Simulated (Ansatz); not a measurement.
## Run report: C, geometry relaxation (part 1 of 2)

- system: C (R-3m, 4 atoms in the cell)
- method: DFT r2SCAN, scalar-relativistic, plane waves, PAW, no spin polarisation (Ansatz 0.2.0)

The structure derives from a Materials Project entry.

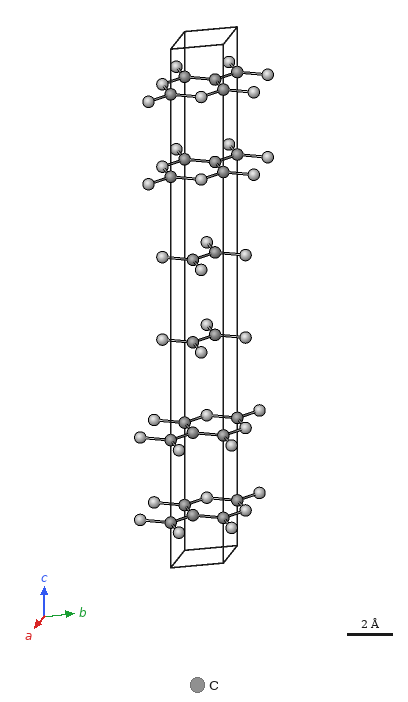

Fig. 1: The input geometry (ball-and-stick view of the cell 3 times as large as that of the calculation, set on its symmetry axes, seen slightly off an axis; neighbours outside the cell are drawn fainter). An atom can appear more than once, as a periodic image.

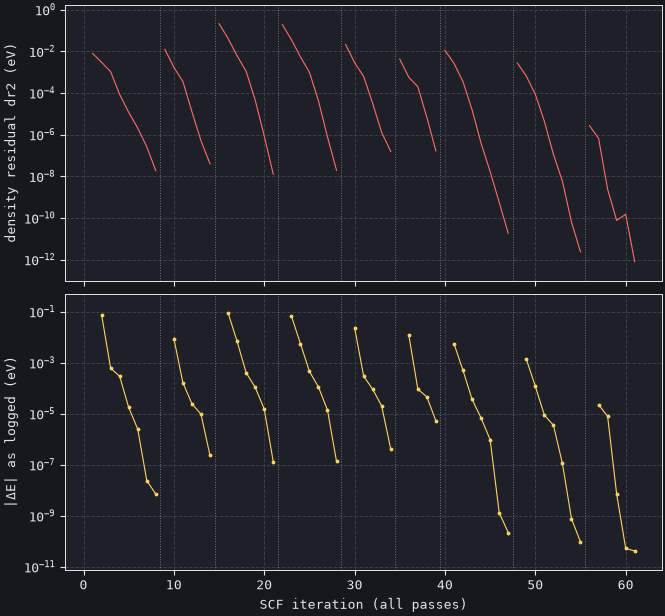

Fig. 2: Convergence of the self-consistent field: density residual dr2 and size of the energy change against the SCF iteration. The dotted lines part the SCF passes of the relaxation: geometry steps, rejected trials and re-solves on a re-selected basis. The 9 passes take 5 to 8 iterations each, 61 in all.

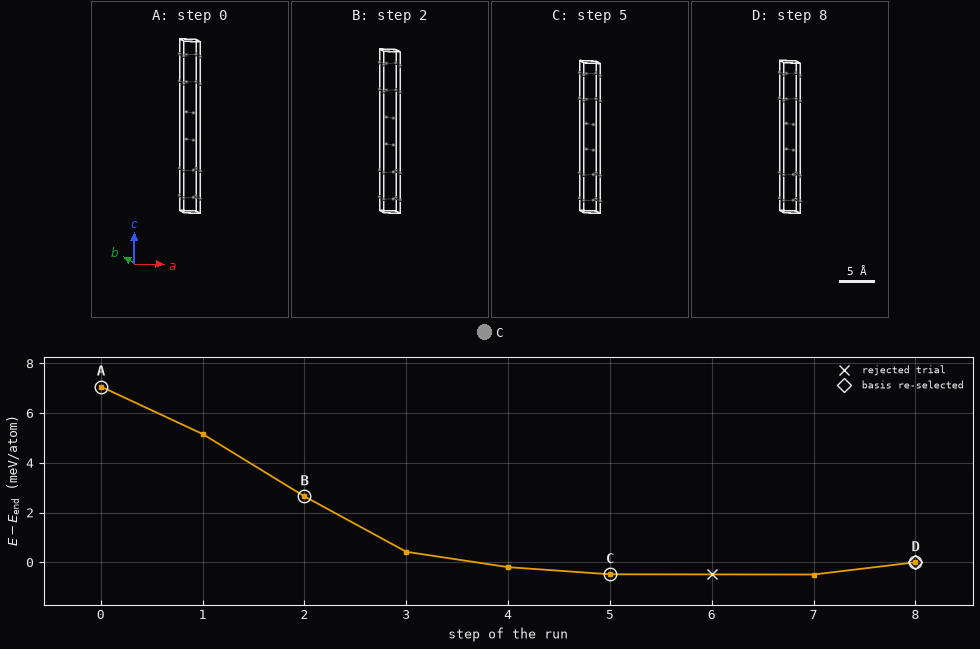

Fig. 3: Frames of the relaxation (ball-and-stick view of the cell 3 times as large as that of the calculation, set on its symmetry axes, seen slightly off an axis) above the curves, on which the letters mark them (the first geometry is step 0 here and step 1 in the log).

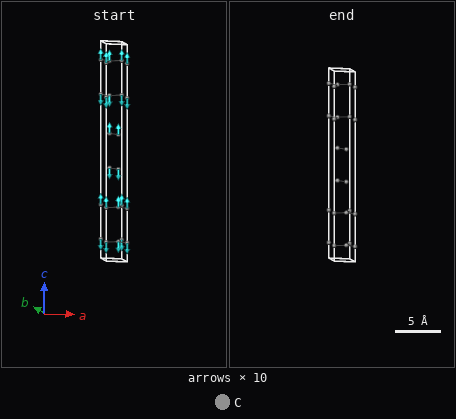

Fig. 4: Before (left) and after (right) the relaxation, at one scale (ball-and-stick view of the cell 3 times as large as that of the calculation, set on its symmetry axes, seen slightly off an axis). The teal arrows give the displacements (without the part carried along by the change of the cell), magnified 10 times. Over 7 geometry steps the energy falls by 7.6 meV per atom. Largest force component: 0.006 eV/Å at the start, 0.00035 eV/Å at the end. Pressure: −3.08 GPa at the start and 0.03 GPa at the end. The line search rejected the trial step at point 6 (counted from 0) and went back. The largest moves relative to the cell, 0.13 Å, are those of C1, C2, C3 and C4. The drawn cell changes as follows: a = b 2.466 → 2.456 Å (−0.4 %), c 24.848 → 21.736 Å (−12.5 %); the volume changes by −13.3 %. Among the contacts that change: C1–C2 1.424 → 1.418 Å. The space group stays R-3m (No. 166). A last SCF at the same geometry on a re-selected plane-wave basis shifts the energy by +0.5 meV per atom. (Atoms are counted from 1 in the order of the input.)

These pictures come from the run below.

Input:
```yaml
crystal:
  lattice:
    - [1.2331880975, 0.7119814801, 8.2826151019]
    - [-1.2331880975, 0.7119814801, 8.2826151019]
    - [0.0, -1.4239629602, 8.2826151019]
  atoms:
    - { symbol: C, position: [0.91282692, 0.91282692, 0.91282692] }
    - { symbol: C, position: [0.24614994, 0.24614994, 0.24614994] }
    - { symbol: C, position: [0.75385006, 0.75385006, 0.75385006] }
    - { symbol: C, position: [0.08717308, 0.08717308, 0.08717308] }
basis:
  ecutwfc: 500
kpoints:
  mp_grid: { grid: [18, 18, 18] }
hamiltonian:
  xc: r2scan
scf:
  occupations: { method: gaussian, width: 0.01 }
output:
  forces: true
  stress: true
  eigenvalues: true
relax:
  adjacent_minimum: "off"
  f_tol: 0.005
  max_steps: 80
  cell: { stress_tol: 0.05 }
```

Launch command:
```bash
ansatz run input.yaml --threads 1 --pin off --max-ram 2560MiB --backend cpu --events-out ev --progress --plain --runs-dir out
```

The program's output:
```
basis.fft_grid_basis auto: the FFT boxes are laid along the combinations [[1, 0, -1], [0, 1, -1], [0, 0, 1]] of the cell's own vectors, 2.466, 2.466 and 8.404 Å long. The dense box has 18×18×64 points. Along the cell's own vectors, as sized, it would have 64×64×64, 12.64 times as many. Of the 12 symmetry operations that the crystal satisfies within crystal.symmetry.tolerance (time reversal apart; of a slab, those that keep its plane) the dense box along the cell's own vectors carries 12, and the one as laid loses 8 of those. basis.fft_grid_basis: typed keeps the cell's own vectors: state it where this run's energies or levels are differenced outside the engine with another run's, or held beside a run that keeps those vectors.
Engine: ansatz 0.2.0, x86_64-unknown-linux-gnu
Pseudopotentials: kind: paw
Pseudopotential: C, paw, valence charge 4, recommended cutoff 500 eV (meta_gga), C.paw.azcp
Functional definition: r2SCAN
  parameter k0 = 0.174
  parameter k1 = 0.065
  parameter a1 = 4.9479
  exchange = r2scan_x(k0 = k0, k1 = k1, a1 = a1)
  correlation = r2scan_c
Crystal: 4 atoms, lattice volume = 43.633 Å³
Basis set: ecut = 500 eV, 1123 PW (Γ), FFT grids on a1−a3, a2−a3, a3, exchange–correlation on 72×72×256 points (64 copies of the dense FFT grid, shifted against one another)
Bands: 12, of which v1, the nominal top of the filled ones, is band 8 counted from 1 (7 counted from 0)
Symmetry: 12 space group operations
Space group: R-3m (ITA 166), of the structure as read, at distance tolerance 3.5e-5 Å
k-points: 580 of 5832
Non-local potential: C, projectors of the file, l = 0: 2, l = 1: 2, l = 2: 1
PAW form: soft (Blöchl's): semilocal exchange-correlation on the pseudo side does not see the compensation charge
PAW frozen core: C, regenerated for the run's functional (the file was generated under x = pbe(κ = 0.804, μ = 0.2195149727645171), c = pbe(β = 0.06672455060314922))
PAW one-centre angular grid: C, 302 points (default); XC on 239 of its mesh's 2573 points in the sphere
Initial density: superposition of atomic densities (neutral atoms: chi_scale 0, normalization atom), corrected by the library's trained network
Initial wavefunctions: pseudopotential atomic-orbital guess
Functional: x = r2scan, c = r2scan; τ floored in thin density (d = 2e-4 eV/Å³)
SCF iter   1: F=—  HF=-1006.557080 eV  |F-HF|=—  |Δ(HF+E_count)|=         —  Δρ=7.66e-3  dr2=7.89e-3  dr2_τ=8.02e-1  ethr=1.77e-3  ⟨swp⟩=6.6  Hψ=43275  notcnv=0
preconditioner: auto → none  [insulator: Δε(μ)=0.195 eV  Ē_g=16.190 eV  σ=0.010 eV  W_gap=1.00  n_scr=6 (ndim 8)  ℏωp=22.5 eV  f_vac=0.205  D(μ)=0.00/eV (n_scr^D=0)  ε∞_Penn≈2.9]
SCF iter   2: F=—  HF=-1006.633454 eV  |F-HF|=—  |Δ(HF+E_count)|=   7.64e-2  Δρ=4.79e-3  dr2=2.94e-3  dr2_τ=1.06e-4  ethr=4.93e-5  ⟨swp⟩=2.8  Hψ=19548  notcnv=0
SCF iter   3: F=—  HF=-1006.634064 eV  |F-HF|=—  |Δ(HF+E_count)|=   6.09e-4  Δρ=1.23e-3  dr2=1.05e-3  dr2_τ=7.68e-5  ethr=1.84e-5  ⟨swp⟩=3.3  Hψ=13982  notcnv=0  defer=2
SCF iter   4: F=—  HF=-1006.633770 eV  |F-HF|=—  |Δ(HF+E_count)|=   2.94e-4  Δρ=5.32e-4  dr2=8.45e-5  dr2_τ=6.88e-6  ethr=6.57e-6  ⟨swp⟩=2.3  Hψ=12090  notcnv=0  defer=4
SCF iter   5: F=—  HF=-1006.633753 eV  |F-HF|=—  |Δ(HF+E_count)|=   1.76e-5  Δρ=2.29e-4  dr2=1.17e-5  dr2_τ=8.31e-7  ethr=5.28e-7  ⟨swp⟩=2.7  Hψ=10219  notcnv=0
SCF iter   6: F=—  HF=-1006.633750 eV  |F-HF|=—  |Δ(HF+E_count)|=   2.48e-6  Δρ=1.04e-4  dr2=2.05e-6  dr2_τ=1.95e-7  ethr=7.31e-8  ⟨swp⟩=2.1  Hψ=11584  notcnv=0
SCF iter   7: F=—  HF=-1006.633750 eV  |F-HF|=—  |Δ(HF+E_count)|=   2.41e-8  Δρ=3.68e-5  dr2=2.59e-7  dr2_τ=9.34e-9  ethr=1.28e-8  ⟨swp⟩=1.9  Hψ=10426  notcnv=0
SCF iter   8: F=-1006.633750 eV  HF=-1006.633750 eV  |F-HF|=3.49e-9  |Δ(HF+E_count)|=   6.95e-9  Δρ=9.56e-6  dr2=1.85e-8  dr2_τ=1.05e-9  ethr=6.25e-10  ⟨swp⟩=4.9  Hψ=25361  notcnv=0
SCF 1 converged in 8 iterations: F = -1006.633750 eV  dr2 = 1.85e-8
  greatest PAW one-centre occupation: 0.684 electrons in one spin orbital (limit 2), on the C atom at site 3 (counted from 0), in its partial waves of l = 0
relax step   1: F+E_penalty+E_count = -1006.63375023 eV  Δ(F+E_penalty+E_count) = +0.000e0 eV  max|allowed force component| = 6.010e-3 eV/Å  Δτ_max = 0.0000 Å  P = -3.085 GPa  Ω = 43.633 Å³  (8 SCF iters, dr2 threshold 1.00e-7 eV, accepted)
Crystal: 4 atoms, lattice volume = 42.736 Å³
Basis set: ecut = 500 eV, 1109 PW (Γ), FFT grids on a1−a3, a2−a3, a3, exchange–correlation on 72×72×256 points (64 copies of the dense FFT grid, shifted against one another)
Initial density: handed on by an earlier stage of this run
Initial wavefunctions: those handed on with the density
iter 1 solved again at ethr=7.64e-5 eV; its pass at ethr=3.10e-3 eV (dr2=1.22e-2 eV) is discarded
SCF iter   1: F=—  HF=-1006.632716 eV  |F-HF|=—  |Δ(HF+E_count)|=         —  Δρ=5.44e-3  dr2=1.24e-2  dr2_τ=1.15e-2  ethr=7.64e-5  ⟨swp⟩=1.1  Hψ=59384  notcnv=0
preconditioner: auto → none  [insulator: Δε(μ)=0.197 eV  Ē_g=16.389 eV  σ=0.010 eV  W_gap=1.00  n_scr=6 (ndim 8)  ℏωp=22.7 eV  f_vac=0.194  D(μ)=0.00/eV (n_scr^D=0)  ε∞_Penn≈2.9]
SCF iter   2: F=—  HF=-1006.641561 eV  |F-HF|=—  |Δ(HF+E_count)|=   8.84e-3  Δρ=1.88e-3  dr2=1.70e-3  dr2_τ=5.63e-5  ethr=7.64e-5  ⟨swp⟩=3.7  Hψ=15043  notcnv=0  defer=2
SCF iter   3: F=—  HF=-1006.641398 eV  |F-HF|=—  |Δ(HF+E_count)|=   1.63e-4  Δρ=9.96e-4  dr2=3.51e-4  dr2_τ=1.29e-5  ethr=1.06e-5  ⟨swp⟩=2.9  Hψ=12862  notcnv=0  defer=2
SCF iter   4: F=—  HF=-1006.641374 eV  |F-HF|=—  |Δ(HF+E_count)|=   2.45e-5  Δρ=2.84e-4  dr2=1.24e-5  dr2_τ=7.70e-7  ethr=2.19e-6  ⟨swp⟩=2.2  Hψ=12115  notcnv=0
SCF iter   5: F=—  HF=-1006.641384 eV  |F-HF|=—  |Δ(HF+E_count)|=   9.56e-6  Δρ=4.23e-5  dr2=5.05e-7  dr2_τ=3.28e-8  ethr=7.77e-8  ⟨swp⟩=2.6  Hψ=11667  notcnv=0
SCF iter   6: F=-1006.641384 eV  HF=-1006.641384 eV  |F-HF|=3.04e-8  |Δ(HF+E_count)|=   2.31e-7  Δρ=5.93e-6  dr2=3.94e-8  dr2_τ=1.99e-9  ethr=2.50e-9  ⟨swp⟩=6.2  Hψ=35820  notcnv=0
SCF 2 converged in 6 iterations: F = -1006.641384 eV  dr2 = 3.94e-8
  greatest PAW one-centre occupation: 0.686 electrons in one spin orbital (limit 2), on the C atom at site 3 (counted from 0), in its partial waves of l = 0
relax step   2: F+E_penalty+E_count = -1006.64138373 eV  Δ(F+E_penalty+E_count) = -7.634e-3 eV  max|allowed force component| = 4.643e-3 eV/Å  Δτ_max = 0.0143 Å  P = -1.146 GPa  Ω = 42.736 Å³  energy of the carried Pulay correction = +2.609e-4 eV  (6 SCF iters, dr2 threshold 4.00e-7 eV, accepted)
Crystal: 4 atoms, lattice volume = 40.519 Å³
Basis set: ecut = 500 eV, 1043 PW (Γ), FFT grids on a1−a3, a2−a3, a3, exchange–correlation on 72×72×256 points (64 copies of the dense FFT grid, shifted against one another)
iter 1 solved again at ethr=1.31e-3 eV; its pass at ethr=3.10e-3 eV (dr2=2.09e-1 eV) is discarded
SCF iter   1: F=—  HF=-1006.746971 eV  |F-HF|=—  |Δ(HF+E_count)|=         —  Δρ=2.55e-2  dr2=2.13e-1  dr2_τ=2.45e-1  ethr=1.31e-3  ⟨swp⟩=1.0  Hψ=64390  notcnv=0
preconditioner: auto → none  [insulator: Δε(μ)=0.160 eV  Ē_g=16.572 eV  σ=0.010 eV  W_gap=1.00  n_scr=4 (ndim 8)  ℏωp=23.3 eV  f_vac=0.141  D(μ)=0.00/eV (n_scr^D=0)  ε∞_Penn≈3.0]
SCF iter   2: F=—  HF=-1006.657698 eV  |F-HF|=—  |Δ(HF+E_count)|=   8.93e-2  Δρ=9.05e-3  dr2=4.10e-2  dr2_τ=1.01e-3  ethr=1.31e-3  ⟨swp⟩=3.7  Hψ=15314  notcnv=0
SCF iter   3: F=—  HF=-1006.650888 eV  |F-HF|=—  |Δ(HF+E_count)|=   6.81e-3  Δρ=5.60e-3  dr2=6.00e-3  dr2_τ=3.02e-4  ethr=2.56e-4  ⟨swp⟩=2.8  Hψ=12803  notcnv=0
SCF iter   4: F=—  HF=-1006.651292 eV  |F-HF|=—  |Δ(HF+E_count)|=   4.04e-4  Δρ=2.53e-3  dr2=1.09e-3  dr2_τ=2.74e-5  ethr=3.75e-5  ⟨swp⟩=3.0  Hψ=12128  notcnv=0
SCF iter   5: F=—  HF=-1006.651400 eV  |F-HF|=—  |Δ(HF+E_count)|=   1.08e-4  Δρ=5.73e-4  dr2=4.50e-5  dr2_τ=1.63e-6  ethr=6.79e-6  ⟨swp⟩=3.2  Hψ=13841  notcnv=0
SCF iter   6: F=—  HF=-1006.651415 eV  |F-HF|=—  |Δ(HF+E_count)|=   1.53e-5  Δρ=6.89e-5  dr2=8.68e-7  dr2_τ=3.01e-8  ethr=2.81e-7  ⟨swp⟩=2.9  Hψ=11718  notcnv=0
SCF iter   7: F=-1006.651415 eV  HF=-1006.651415 eV  |F-HF|=6.85e-9  |Δ(HF+E_count)|=   1.30e-7  Δρ=6.67e-6  dr2=1.24e-8  dr2_τ=1.38e-9  ethr=2.50e-9  ⟨swp⟩=6.6  Hψ=37945  notcnv=0
SCF 3 converged in 7 iterations: F = -1006.651415 eV  dr2 = 1.24e-8
  greatest PAW one-centre occupation: 0.688 electrons in one spin orbital (limit 2), on the C atom at site 3 (counted from 0), in its partial waves of l = 0
relax step   3: F+E_penalty+E_count = -1006.65141521 eV  Δ(F+E_penalty+E_count) = -1.003e-2 eV  max|allowed force component| = 8.940e-3 eV/Å  Δτ_max = 0.0771 Å  P = +1.543 GPa  Ω = 40.519 Å³  energy of the carried Pulay correction = +9.290e-4 eV  (7 SCF iters, dr2 threshold 4.00e-7 eV, accepted)
Crystal: 4 atoms, lattice volume = 38.381 Å³
Basis set: ecut = 500 eV, 999 PW (Γ), FFT grids on a1−a3, a2−a3, a3, exchange–correlation on 72×72×256 points (64 copies of the dense FFT grid, shifted against one another)
iter 1 solved again at ethr=1.19e-3 eV; its pass at ethr=3.10e-3 eV (dr2=1.90e-1 eV) is discarded
SCF iter   1: F=—  HF=-1006.734506 eV  |F-HF|=—  |Δ(HF+E_count)|=         —  Δρ=2.53e-2  dr2=1.93e-1  dr2_τ=2.26e-1  ethr=1.19e-3  ⟨swp⟩=1.0  Hψ=65082  notcnv=0
preconditioner: auto → none  [insulator: Δε(μ)=0.137 eV  Ē_g=16.687 eV  σ=0.010 eV  W_gap=1.00  n_scr=4 (ndim 8)  ℏωp=24.0 eV  f_vac=0.075  D(μ)=0.00/eV (n_scr^D=0)  ε∞_Penn≈3.1]
SCF iter   2: F=—  HF=-1006.665410 eV  |F-HF|=—  |Δ(HF+E_count)|=   6.91e-2  Δρ=9.01e-3  dr2=3.64e-2  dr2_τ=9.04e-4  ethr=1.19e-3  ⟨swp⟩=3.5  Hψ=15004  notcnv=0
SCF iter   3: F=—  HF=-1006.659747 eV  |F-HF|=—  |Δ(HF+E_count)|=   5.66e-3  Δρ=5.57e-3  dr2=5.46e-3  dr2_τ=2.78e-4  ethr=2.28e-4  ⟨swp⟩=2.8  Hψ=12893  notcnv=0
SCF iter   4: F=—  HF=-1006.660204 eV  |F-HF|=—  |Δ(HF+E_count)|=   4.57e-4  Δρ=2.50e-3  dr2=9.79e-4  dr2_τ=2.53e-5  ethr=3.41e-5  ⟨swp⟩=3.0  Hψ=12008  notcnv=0
SCF iter   5: F=—  HF=-1006.660315 eV  |F-HF|=—  |Δ(HF+E_count)|=   1.11e-4  Δρ=5.72e-4  dr2=4.19e-5  dr2_τ=1.57e-6  ethr=6.12e-6  ⟨swp⟩=3.1  Hψ=13725  notcnv=0
SCF iter   6: F=—  HF=-1006.660329 eV  |F-HF|=—  |Δ(HF+E_count)|=   1.40e-5  Δρ=6.82e-5  dr2=7.68e-7  dr2_τ=2.86e-8  ethr=2.62e-7  ⟨swp⟩=2.9  Hψ=11700  notcnv=0
SCF iter   7: F=-1006.660330 eV  HF=-1006.660330 eV  |F-HF|=1.15e-8  |Δ(HF+E_count)|=   1.35e-7  Δρ=8.18e-6  dr2=1.92e-8  dr2_τ=2.54e-9  ethr=2.50e-9  ⟨swp⟩=6.5  Hψ=37522  notcnv=0
SCF 4 converged in 7 iterations: F = -1006.660330 eV  dr2 = 1.92e-8
  greatest PAW one-centre occupation: 0.689 electrons in one spin orbital (limit 2), on the C atom at site 3 (counted from 0), in its partial waves of l = 0
relax step   4: F+E_penalty+E_count = -1006.66032956 eV  Δ(F+E_penalty+E_count) = -8.914e-3 eV  max|allowed force component| = 7.722e-3 eV/Å  Δτ_max = 0.0774 Å  P = +2.260 GPa  Ω = 38.381 Å³  energy of the carried Pulay correction = +1.608e-3 eV  (7 SCF iters, dr2 threshold 4.00e-7 eV, accepted)
Crystal: 4 atoms, lattice volume = 36.955 Å³
Basis set: ecut = 500 eV, 961 PW (Γ), FFT grids on a1−a3, a2−a3, a3, exchange–correlation on 72×72×256 points (64 copies of the dense FFT grid, shifted against one another)
iter 1 solved again at ethr=1.29e-4 eV; its pass at ethr=3.10e-3 eV (dr2=2.07e-2 eV) is discarded
```
